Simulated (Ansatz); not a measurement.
System: TaN, space group P-6m2 (No. 187).

Structure:
```cif
data_structure
_symmetry_space_group_name_H-M 'P 1'
_symmetry_Int_Tables_number 1
_cell_length_a 2.9380
_cell_length_b 2.9380
_cell_length_c 2.8830
_cell_angle_alpha 90.000
_cell_angle_beta 90.000
_cell_angle_gamma 120.000
_cell_volume 21.55
loop_
_atom_site_label
_atom_site_type_symbol
_atom_site_fract_x
_atom_site_fract_y
_atom_site_fract_z
_atom_site_occupancy
Ta1 Ta 0.33333 0.66667 0.50000 1
N1 N 0.00000 0.00000 0.00000 1
```

Method: volume and cell lengths of one structure relaxed by several density functionals; plane waves with PAW datasets, Γ-centred k mesh (Ansatz 0.2.0). All runs: no spin polarisation.

```
       setting     value
   occupations  Gaussian
smearing width    0.1 eV
```

The space group named is that of the starting cell.

What does the calculation give for the volume by functional? The cases: PBEsol; PBE; PBE+D3(BJ).

PBEsol gives 10.628 Å³/atom, PBE+D3(BJ) 10.698 Å³/atom and PBE 10.921 Å³/atom.

| functional | volume (Å³/atom) |
| --- | --- |
| PBEsol | 10.628 |
| PBE | 10.921 |
| PBE+D3(BJ) | 10.698 |

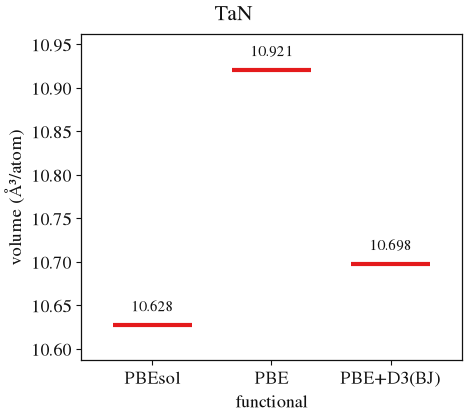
